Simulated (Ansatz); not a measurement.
Band-structure calculation of W (part 2 of 2)

W (slab, 5 atoms in the cell); DFT PBE, spin-orbit coupling, plane waves, PAW (Ansatz 0.2.0); cutoff 420 eV, 13×13×1 k-mesh, Gaussian smearing of 0.1 eV. It belongs to a series of runs on one base structure; here: bands of the relaxed slab with spin-orbit coupling.

Geometry of the input (Å; fractional positions):
```
2.7570  0.0000  0.0000
-0.9190  2.5994  0.0000
0.0000  0.0000  24.0044
W  0.5000  0.5000  0.3157
W  0.0000  0.0000  0.4060
W  0.5000  0.5000  0.5000
W  0.0000  0.0000  0.5940
W  0.5000  0.5000  0.6843
```

Output, continued
```
  k-point 0: bands = ["-66.0567", "-66.0567", "-66.0272", "-66.0272", "-65.9645", "-65.9645", "-65.7983", "-65.7983", "-65.7979", "-65.7979", "-37.4148", "-37.4148", "-37.3316", "-37.3316", "-37.1854", "-37.1854", "-37.0194", "-37.0194", "-37.0097", "-37.0097", "-28.0545", "-28.0545", "-27.8523", "-27.8523", "-27.5003", "-27.5003", "-27.2475", "-27.2475", "-27.1978", "-27.1978", "-27.1733", "-27.1733", "-27.0871", "-27.0871", "-27.0342", "-27.0342", "-26.8430", "-26.8430", "-26.8416", "-26.8416", "-1.2972", "-1.2972", "-0.2600", "-0.2600", "1.1028", "1.1028", "1.8272", "1.8272", "1.8622", "1.8622", "4.4762", "4.4762", "4.8757", "4.8757", "5.6215", "5.6215", "6.1924", "6.1924", "6.3064", "6.3064", "6.4426", "6.4426", "6.5368", "6.5368", "6.6841", "6.6841", "6.7144", "6.7144", "7.1332", "7.1332", "7.8264", "7.8264", "7.9339", "7.9339", "8.5504", "8.5504", "9.5770", "9.5770", "9.6309", "9.6309", "9.7689", "9.7689", "9.9029", "9.9029", "10.1802", "10.1802", "10.1967", "10.1967", "10.3072", "10.3072", "10.3182", "10.3182", "10.6301", "10.6301", "10.8822", "10.8822", "11.0147", "11.0147", "11.9528", "11.9528", "12.3918", "12.3918"]
  k-point 1: bands = ["-66.0517", "-66.0517", "-66.0231", "-66.0231", "-65.9618", "-65.9618", "-65.7952", "-65.7952", "-65.7949", "-65.7949", "-37.4194", "-37.4194", "-37.3387", "-37.3387", "-37.1963", "-37.1963", "-37.0311", "-37.0311", "-37.0219", "-37.0219", "-28.0498", "-28.0498", "-27.8557", "-27.8557", "-27.5231", "-27.5231", "-27.2806", "-27.2806", "-27.2233", "-27.2233", "-27.2075", "-27.2075", "-27.0965", "-27.0965", "-27.0567", "-27.0567", "-26.8749", "-26.8749", "-26.8680", "-26.8680", "-1.0929", "-1.0929", "-0.0674", "-0.0674", "1.2940", "1.2940", "2.0303", "2.0303", "2.0710", "2.0710", "4.5202", "4.5202", "4.9022", "4.9022", "5.6309", "5.6309", "5.9984", "5.9984", "6.2028", "6.2028", "6.3196", "6.3196", "6.4325", "6.4325", "6.5477", "6.5477", "6.8957", "6.8957", "7.2965", "7.2965", "7.5655", "7.5655", "8.0910", "8.0910", "8.2602", "8.2602", "9.4064", "9.4064", "9.4946", "9.4946", "9.7948", "9.7948", "9.8305", "9.8305", "10.0477", "10.0477", "10.2242", "10.2242", "10.3413", "10.3413", "10.4599", "10.4599", "10.7652", "10.7652", "10.9973", "10.9973", "11.1718", "11.1718", "12.1208", "12.1208", "12.6151", "12.6151"]
  k-point 2: bands = ["-66.0375", "-66.0375", "-66.0118", "-66.0118", "-65.9546", "-65.9546", "-65.7866", "-65.7866", "-65.7864", "-65.7864", "-37.4318", "-37.4318", "-37.3587", "-37.3587", "-37.2275", "-37.2275", "-37.0641", "-37.0641", "-37.0558", "-37.0558", "-28.0396", "-28.0396", "-27.8719", "-27.8719", "-27.5963", "-27.5963", "-27.3795", "-27.3795", "-27.3153", "-27.3153", "-27.2417", "-27.2417", "-27.1881", "-27.1881", "-27.0818", "-27.0818", "-26.9550", "-26.9550", "-26.9224", "-26.9224", "-0.5171", "-0.5171", "0.4556", "0.4556", "1.7854", "1.7854", "2.5769", "2.5769", "2.6193", "2.6193", "4.6086", "4.6086", "4.9188", "4.9188", "5.5650", "5.5650", "5.6855", "5.6855", "5.7573", "5.7573", "6.1065", "6.1065", "6.2835", "6.2835", "6.3457", "6.3457", "6.9102", "6.9102", "7.2557", "7.2557", "7.5634", "7.5634", "7.8660", "7.8660", "8.7079", "8.7079", "9.2854", "9.2854", "9.3424", "9.3424", "9.6029", "9.6029", "9.7437", "9.7437", "10.0478", "10.0478", "10.2396", "10.2396", "10.4981", "10.4981", "10.6998", "10.6998", "10.9783", "10.9783", "11.1611", "11.1611", "11.3421", "11.3421", "12.5504", "12.5504", "13.2003", "13.2003"]
  k-point 48: bands = ["-65.9354", "-65.9354", "-65.9146", "-65.9146", "-65.8643", "-65.8643", "-65.6946", "-65.6946", "-65.6945", "-65.6945", "-37.6143", "-37.6143", "-37.5678", "-37.5678", "-37.4778", "-37.4778", "-37.3044", "-37.3044", "-37.3027", "-37.3027", "-28.1272", "-28.1272", "-28.1247", "-28.1247", "-28.0723", "-28.0723", "-28.0129", "-28.0129", "-27.8638", "-27.8638", "-27.8082", "-27.8082", "-27.7947", "-27.7947", "-27.5654", "-27.5654", "-27.3113", "-27.3113", "-27.2264", "-27.2264", "1.9946", "1.9946", "2.4049", "2.4049", "2.4707", "2.4707", "2.6633", "2.6633", "3.2468", "3.2468", "3.2665", "3.2665", "3.6085", "3.6085", "4.6411", "4.6411", "4.7013", "4.7013", "5.6955", "5.6955", "6.3589", "6.3589", "7.4906", "7.4906", "8.4484", "8.4484", "8.5670", "8.5670", "8.9291", "8.9291", "9.2879", "9.2879", "9.6420", "9.6420", "9.9169", "9.9169", "10.2036", "10.2036", "11.5537", "11.5537", "12.0521", "12.0521", "12.4680", "12.4680", "12.7811", "12.7811", "12.9672", "12.9672", "13.3358", "13.3358", "13.7139", "13.7139", "13.8116", "13.8116", "14.2326", "14.2326", "14.6315", "14.6315", "14.8650", "14.8650", "15.8121", "15.8121"]
--- Löwdin populations: 5 sites ---
  site symbol       q [e]
     0      W     13.8886
     1      W     13.8155
     2      W     13.8669
     3      W     13.8155
     4      W     13.8886
  spilling = 0.010355 (of n_electrons = 70.000000)
```

File populations.tsv
```
# site	symbol	l	j	q
# orbitals = lowdin
# n_electrons = 70.000000
# spilling = 0.010355
0	W	0_5S	0.5	1.971207
0	W	0_6S	0.5	0.997668
0	W	1_5P	0.5	1.996418
0	W	1_5P	1.5	3.988761
0	W	2_5D	1.5	2.271181
0	W	2_5D	2.5	2.663381
1	W	0_5S	0.5	1.961040
1	W	0_6S	0.5	0.878294
1	W	1_5P	0.5	1.997070
1	W	1_5P	1.5	3.989850
1	W	2_5D	1.5	2.222532
1	W	2_5D	2.5	2.766732
2	W	0_5S	0.5	1.962956
2	W	0_6S	0.5	0.899423
2	W	1_5P	0.5	1.996958
2	W	1_5P	1.5	3.990277
2	W	2_5D	1.5	2.256329
2	W	2_5D	2.5	2.760955
3	W	0_5S	0.5	1.961040
3	W	0_6S	0.5	0.878294
3	W	1_5P	0.5	1.997070
3	W	1_5P	1.5	3.989850
3	W	2_5D	1.5	2.222533
3	W	2_5D	2.5	2.766733
4	W	0_5S	0.5	1.971207
4	W	0_6S	0.5	0.997668
4	W	1_5P	0.5	1.996418
4	W	1_5P	1.5	3.988761
4	W	2_5D	1.5	2.271180
4	W	2_5D	2.5	2.663381
```

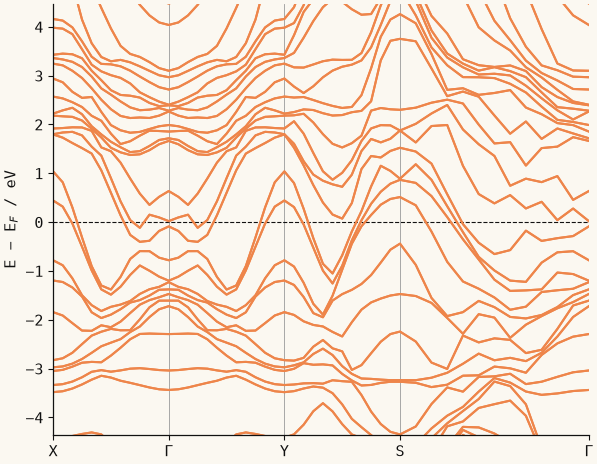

Fig. 1: Band structure along X–Γ–Y–S–Γ, with energies from the Fermi level. Bands cross the Fermi level: a metal at this level of theory.

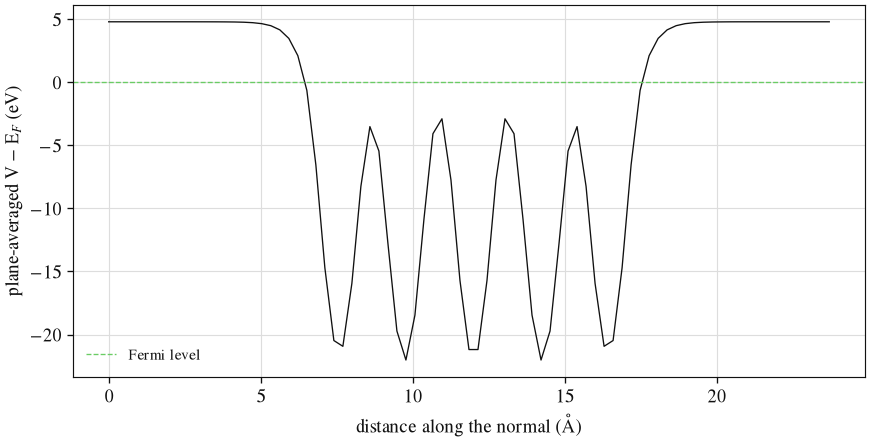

Fig. 2: Plane average of the electrostatic potential energy of an electron across the cell, from the Fermi level. The vacuum level lies 4.80 eV above the Fermi level.

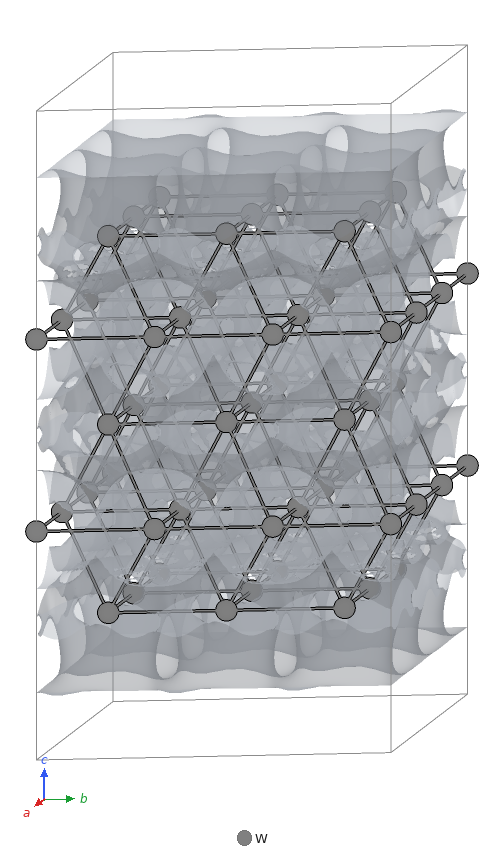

Fig. 3: Isosurface of the ELF at 0.4 (grey), seen slightly off an axis. Core shells and regions of very low density are left out. Sticks mark near contacts. Counts are for one cell; the picture repeats the cell along the surface. Along the contacts the grid gives the following. W–W (2.69 Å): the ELF is about 0.40 at the midpoint, which marks metallic bonding. W–W (2.76 Å): the ELF is about 0.40 at the midpoint (metallic bonding. Core electrons are frozen (PAW), so the fields are smoothed inside the atomic spheres.

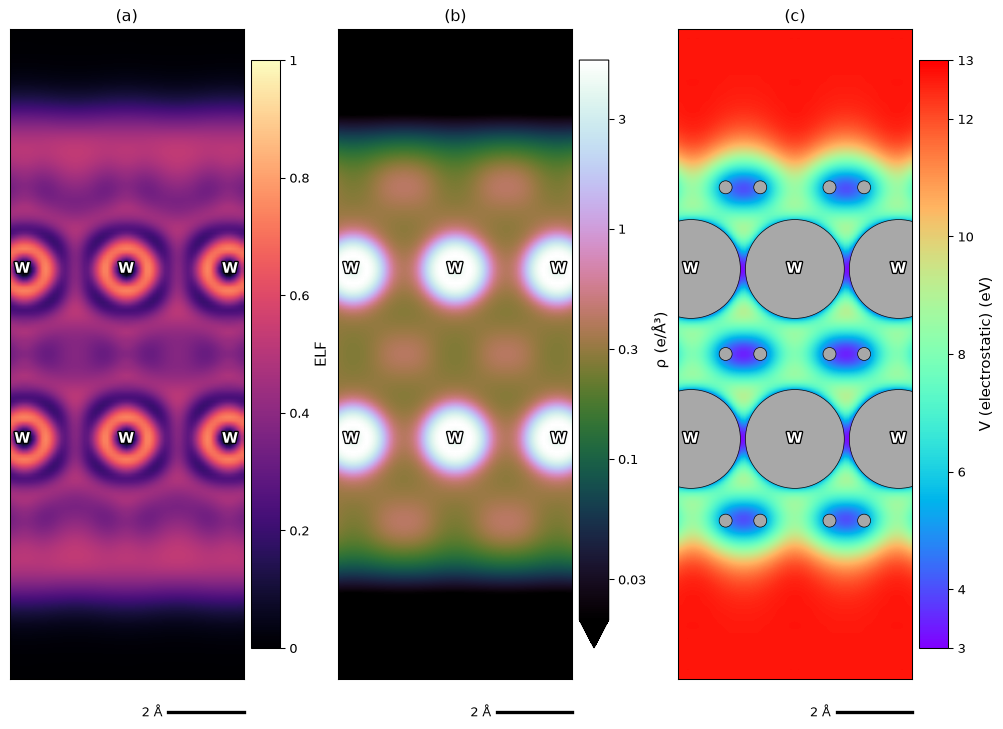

Fig. 4: (a) electron localisation function; (b) valence pseudo-density; (c) electrostatic potential energy of an electron on the (100) plane of the calculation cell, a cut from vacuum to vacuum. Grey discs, where drawn, cover atomic cores. Atoms in the plane: W. W–W (2.76 Å): ρ at the midpoint is about 0.4 e/Å³; the ELF is about 0.40 at the midpoint, as expected for metallic bonding. The density dies away to nearly zero in the vacuum. The strong features right at W lie inside the PAW spheres (semicore, d or f shells) and say nothing about bonding.

Results in brief

| quantity | value |
| --- | --- |
| outcome | converged |
| electrons treated | 70 |
| free energy | −52044.5151 eV |
| work function, top face | 4.80 eV |
| work function, bottom face | 4.80 eV |
| Fermi energy | 7.914 eV |
| gap on the k-point mesh | none (metallic) |
| net moment of the cell | 0.00 μB |
| integrated absolute moment | 0.00 μB |
| work function (upper face) | 4.80 eV |
| largest force (length of the vector) | 0.070 eV/Å |
| hardware | 2 threads of Arm Neoverse V1, 24 GiB of memory available, shared host |
| wall time | 7.5 min (CPU time 15 min) |
| peak memory | 1.8 GiB |

Remarks

The program warns: the exchange-correlation potential is rough where the density is thin.
